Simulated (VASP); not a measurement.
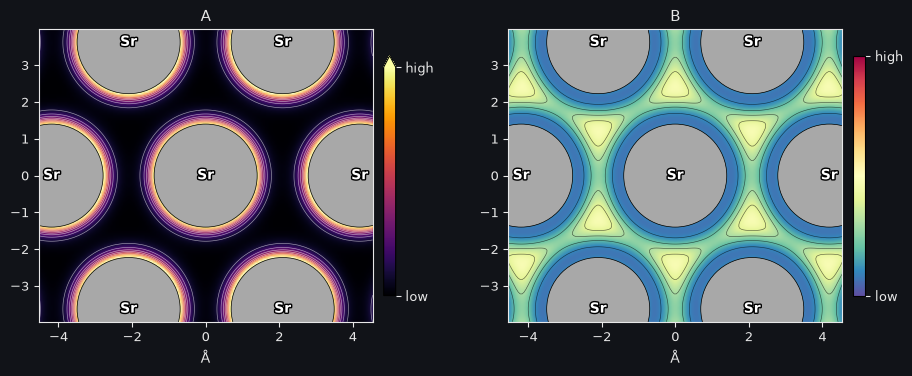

Sr: 2 fields on the (111) plane of the conventional cell, with unlabelled colour scales. Grey discs cover the atomic cores.

Space group Fm-3m; a structure from a database of computed crystals, not necessarily the ambient phase.

These are results of Kohn-Sham DFT of a periodic cell, PBEsol, VASP PAW PBE potentials, recommended in VASP, not measurements.

```yaml
crystal:
  lattice:
    - [5.92164, 0.00000, 0.00000]
    - [0.00000, 5.92164, 0.00000]
    - [0.00000, 0.00000, 5.92164]
  atoms:
    - { symbol: Sr, position: [0.00000, 0.00000, 0.00000] }
    - { symbol: Sr, position: [0.50000, 0.50000, 0.00000] }
    - { symbol: Sr, position: [0.50000, 0.00000, 0.50000] }
    - { symbol: Sr, position: [0.00000, 0.50000, 0.50000] }
```

> Match the panels to the quantities (electron localisation function and valence pseudo-density).

Panel A: valence pseudo-density. Panel B: electron localisation function. From the grid: Sr–Sr (4.19 Å): ρ is about 0.04 e/Å³ halfway; the ELF is about 0.25 at the midpoint; no shared electron pair shows on this line.
